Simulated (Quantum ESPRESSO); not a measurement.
# LiF (Griceite): a worked LO-TO splitting

Wanted: the LO mode of LiF (Griceite) from the TO mode and the field response.

Program: Quantum ESPRESSO 7.5. Level of theory: DFT LDA, scalar-relativistic, plane waves, PseudoDojo norm-conserving pseudopotentials. Results are calculated unless marked as measured.

**1. The relaxed structure**

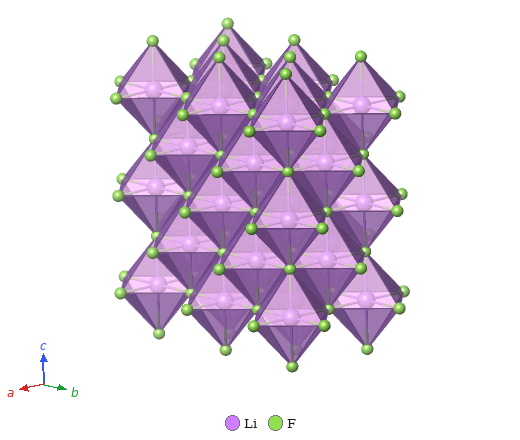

The starting structure, seen from a free direction (lithium purple, fluorine green). 1×2×2 cells are drawn. This picture shows the conventional cell, with its axes. Some periodic images of atoms are drawn too.

Structure file:

```xyz
2
Lattice="-1.9525 0.0000 1.9525 0.0000 1.9525 1.9525 -1.9525 1.9525 0.0000" Properties=species:S:1:pos:R:3 pbc="T T T"
Li    0.0000    0.0000    0.0000
F    -1.9525    1.9525    1.9525
```

This is the cell after its relaxation at this level of theory, not the database cell from which that began.

**2. What the response run gave**

A linear-response run on the relaxed cell, with the response to an electric field; only its zone-centre results are used. Cutoff 92 Ry, k mesh 12×12×12.

Log:

```text
[banners, grids, parts of the stress and lines that vanish by symmetry left out]
Program PHONON v.7.5
     Reading xml data from directory:

[...]
Exchange-correlation= PW
                           (   1   4   0   0   0   0   0)
[...]
kinetic-energy cut-off    =      92.0000  Ry
     charge density cut-off    =     368.0000  Ry
     convergence threshold     =      1.0E-18
[...]
Exchange-correlation= PW
                           (   1   4   0   0   0   0   0)
[...]
q = (   0.0000000   0.0000000   0.0000000 )
     49 Sym.Ops. (with q -> -q+G )
     G cutoff =  507.5853  (  12039 G-vectors)     FFT grid: ( 32, 32, 32)
     number of k points=    72
[...]
Mode symmetry, O_h (m-3m)  point group:
[...]
Dielectric constant
[...]
End of electric fields calculation
          Dielectric constant in cartesian axis
          (       2.113800281      -0.000000000       0.000000000 )
          (      -0.000000000       2.113800281       0.000000000 )
          (       0.000000000       0.000000000       2.113800281 )
          Effective charges (d Force / dE) in cartesian axis without acoustic sum rule applied (asr)
           atom    1  Li    Mean Z*:        1.04181
      Ex  (        1.04181       -0.00000       -0.00000 )
      Ey  (       -0.00000        1.04181        0.00000 )
      Ez  (       -0.00000        0.00000        1.04181 )
           atom    2  F     Mean Z*:       -1.04178
      Ex  (       -1.04178        0.00000       -0.00000 )
      Ey  (        0.00000       -1.04178        0.00000 )
      Ez  (       -0.00000        0.00000       -1.04178 )
          Effective charges Sum: Mean:        0.00003
[...]
Effective charges (d Force / dE) in cartesian axis with asr applied:
           atom    1  Li    Mean Z*:        1.04180
[...]
atom    2  F     Mean Z*:       -1.04180
[...]
Representation #   1 modes #   1   2   3
[...]
End of self-consistent calculation
     Convergence has been achieved
     Representation #   2 modes #   4   5   6
[...]
End of self-consistent calculation
     Convergence has been achieved
[...]
Dielectric constant in cartesian axis
          (       2.113800281      -0.000000000       0.000000000 )
          (      -0.000000000       2.113800281       0.000000000 )
          (       0.000000000       0.000000000       2.113800281 )
          Effective charges (d Force / dE) in cartesian axis without acoustic sum rule applied (asr)
           atom    1  Li    Mean Z*:        1.04181
      Ex  (        1.04181       -0.00000       -0.00000 )
      Ey  (       -0.00000        1.04181        0.00000 )
      Ez  (       -0.00000        0.00000        1.04181 )
           atom    2  F     Mean Z*:       -1.04178
      Ex  (       -1.04178        0.00000       -0.00000 )
      Ey  (        0.00000       -1.04178        0.00000 )
      Ez  (       -0.00000        0.00000       -1.04178 )
          Effective charges Sum: Mean:        0.00003
[...]
Effective charges (d Force / dE) in cartesian axis with asr applied:
           atom    1  Li    Mean Z*:        1.04180
[...]
atom    2  F     Mean Z*:       -1.04180
[...]
q = (    0.000000000   0.000000000   0.000000000 )
[...]
freq (    1) =       0.055534 [THz] =       1.852410 [cm-1]
     freq (    2) =       0.055534 [THz] =       1.852410 [cm-1]
     freq (    3) =       0.055534 [THz] =       1.852410 [cm-1]
     freq (    4) =      10.279135 [THz] =     342.875041 [cm-1]
     freq (    5) =      10.279135 [THz] =     342.875041 [cm-1]
     freq (    6) =      10.279135 [THz] =     342.875041 [cm-1]
[...]
Mode symmetry, O_h (m-3m)  point group:
     freq (   1-   3) =          1.9  [cm-1]   --> T_1u G_15  G_4- I
     freq (   4-   6) =        342.9  [cm-1]   --> T_1u G_15  G_4- I

   JOB DONE.
```

| quantity | value |
| --- | --- |
| cell volume Ω (Å³) | 14.886 |
| mass of Li (u) | 6.940 |
| mass of F (u) | 18.998 |
| Born charge of Li, raw (e) | 1.042 |
| Born charge of F, raw (e) | -1.042 |
| ε∞ | 2.114 |
| ω(TO) after the sum rule (cm⁻¹) | 342.9 |

**3. The calculation**

The charges must sum to zero over the cell; taking off their mean, 0.000 e, leaves Z* = 1.042 e on Li. In the polar mode Li moves against F, so the reduced mass is μ = 6.94 × 19.00 / 25.94 = 5.083 u.

A longitudinal wave builds up a field that adds to the restoring force: ω(LO)² = ω(TO)² + 4π Z*² / (μ Ω ε∞), in Hartree atomic units. With μ = 9266 electron masses and Ω = 100.45 bohr³ the second term is 6.9319e-06 Ha², or 333902 cm⁻² (1 Ha = 219474.6 cm⁻¹).

So ω(LO) = √(117567 + 333902) = 671.9 cm⁻¹, and by the Lyddane-Sachs-Teller relation ε₀ = ε∞ (ω(LO)/ω(TO))² = 8.12.

**4. Check against the program**

The analysis program adds the same non-analytic term to the full matrix, here for q along (1 0 0).

Log:

```text
[banner, memory and clock lines left out]
Program DYNMAT v.7.5

     Reading Dynamical Matrix from file g.dyn
     ...Force constants read
     ...epsilon and Z* read

     Polarizability (A^3 units)
     multiply by 0.729253 for Clausius-Mossotti correction
         1.319387   -0.000000    0.000000
        -0.000000    1.319387    0.000000
         0.000000    0.000000    1.319387

     IR activities are in (D/A)^2/amu units

# mode   [cm-1]    [THz]      IR
    1     -0.00   -0.0000    0.0000
    2     -0.00   -0.0000    0.0000
    3     -0.00   -0.0000    0.0000
    4    342.88   10.2791    4.9261
    5    342.88   10.2791    4.9261
    6    671.91   20.1433    4.9261
```

ε₀ comes from the program's run without a direction of q.

| quantity | by hand | program |
| --- | --- | --- |
| ω(LO) (cm⁻¹) | 671.9 | 671.9 |
| ε₀ | 8.12 | 8.12 |

**5. Results**

| Quantity | Value |
| --- | --- |
| TO mode | 342.9 cm⁻¹ |
| LO mode | 671.9 cm⁻¹ |
| static dielectric constant | 8.117 |

In words: The LO mode of LiF (Griceite) lies at 672 cm⁻¹, 329 cm⁻¹ above the TO mode; the formula meets the program within 0.1 cm⁻¹, as it must for a cubic crystal with one polar mode. ω(LO)² − ω(TO)² goes with Z*²/ε∞: an error of 5 % in ε∞ would move the LO mode by 11.9 cm⁻¹, and semilocal functionals tend to overestimate ε∞. These are harmonic values at zero temperature, at the volume of this functional, for the structure held cubic; stability elsewhere in the zone is no part of this calculation.

[Host names and launcher messages were left out of these logs when they were recorded.]

[Logs are printed without paths, hosts, clocks, repeated set-up lines and the standing remarks that a program may print on its own settings, such as how far it seeks lower states.]

[Hosts, paths, dates, database ids (printed as entryN), source tags and the programs' standing remarks are cut or masked in the printed files.]
